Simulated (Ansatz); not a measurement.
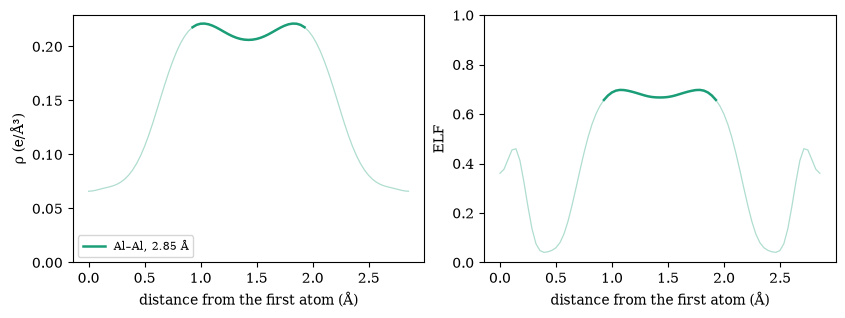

Al (slab). Valence pseudo-density and ELF along straight lines between neighbouring atoms. Thin, pale parts lie inside the atomic spheres.

Changed on purpose from its base cell (repeats removed: -1).

Computed with DFT PBE, scalar-relativistic, plane waves, PAW (Ansatz).

The density is the valence pseudo-density of a PAW calculation; it isn't the true density close to the nuclei.

The calculation's input:

```
crystal:
  lattice:
    - [2.854322333, 0.0, 0.0]
    - [-1.4271611665, 2.471915651, 0.0]
    - [0.0, 0.0, 45.4953759026]
  atoms:
    - { symbol: Al, position: [0.3333333333, 0.6666666667, 0.1648519185] }
    - { symbol: Al, position: [0.0, 0.0, 0.2164131618] }
    - { symbol: Al, position: [0.6666666667, 0.3333333333, 0.2679744051] }
    - { symbol: Al, position: [0.0, 0.0, 0.3195356484] }
    - { symbol: Al, position: [0.3333333333, 0.6666666667, 0.3710968917] }
    - { symbol: Al, position: [0.0, 0.0, 0.422658135] }
    - { symbol: Al, position: [0.6666666667, 0.3333333333, 0.4742193783] }
    - { symbol: Al, position: [0.0, 0.0, 0.5257806217] }
    - { symbol: Al, position: [0.3333333333, 0.6666666667, 0.577341865] }
    - { symbol: Al, position: [0.0, 0.0, 0.6289031083] }
    - { symbol: Al, position: [0.6666666667, 0.3333333333, 0.6804643516] }
    - { symbol: Al, position: [0.0, 0.0, 0.7320255949] }
    - { symbol: Al, position: [0.3333333333, 0.6666666667, 0.7835868382] }
    - { symbol: Al, position: [0.0, 0.0, 0.8351480815] }
basis:
  ecutwfc: 420
kpoints:
  mp_grid: { grid: [12, 12, 1] }
hamiltonian:
  xc: pbe
scf:
  occupations: { method: gaussian, width: 0.1 }
output:
  forces: true
  stress: true
  eigenvalues: true
  write_density: true
  write_potential: true
  elf: true
  volumetric_format: npy
efield:
  axis: 3
  dipole_correction: true
  ramp_width: 0.04
```

Launched as:

```sh
ansatz run input.yaml --threads 1 --pin off --max-ram 2560MiB --backend cpu --events-out ev --progress --plain --runs-dir out
```

**What can be read from the curves?**

Al–Al (2.85 Å): the density is about 0.21 e/Å³ at the midpoint; the ELF peaks at about 0.70 between the atoms.
